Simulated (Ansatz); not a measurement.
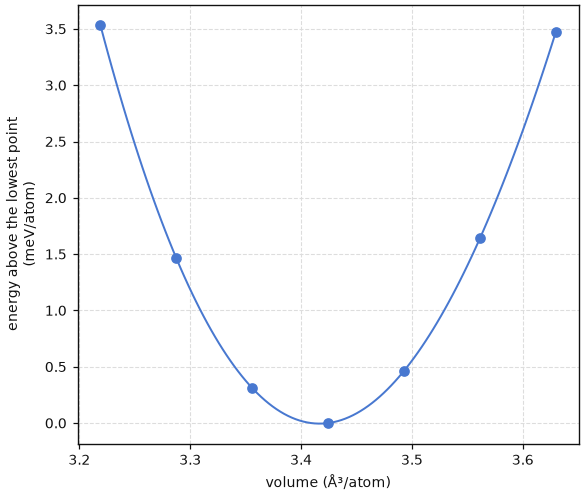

The picture above shows the energy above the lowest point against volume for H, space group Fd-3m (No. 227) (one of a set of cubic test structures, which need not be the stable phase).

Computed with Ansatz 0.2.0 development build: equation of state of a cubic crystal from periodic Kohn-Sham density functional theory without spin, third-order Birch-Murnaghan fit to the free energies; pressure corrected for the finite basis. Level: PBE.

| setting | value |
| --- | --- |
| structure type | diamond |
| atoms in cell | 2 |
| space group number | 227 |
| lattice centring | face-centred primitive |
| k mesh | 21×21×21 |
| occupation method | Fermi–Dirac |
| occupation width | 0.06123 eV |
| wave cutoff | 700 eV |
| datasets | hard PAW |
| density tolerance | 1e−09 eV |
| bands | 5 |
| density cutoff ratio | 4 |
| search for lower states | default |

From this curve and the settings, what does the calculation give for the pressure at the same points?

The pressure falls from 6.0 GPa at volume 3.2189 Å³/atom to −5.0 GPa at 3.6298 Å³/atom, and changes sign near 3.417 Å³/atom.

```tsv
volume (Å³/atom)	pressure (GPa)
3.2189	6.0
3.2874	3.7
3.3558	1.7
3.4243	-0.2
3.4928	-1.9
3.5613	-3.5
3.6298	-5.0
```

Keep in mind: cubic model structure, not the ambient form; modest k-mesh, values are not fully converged in k.
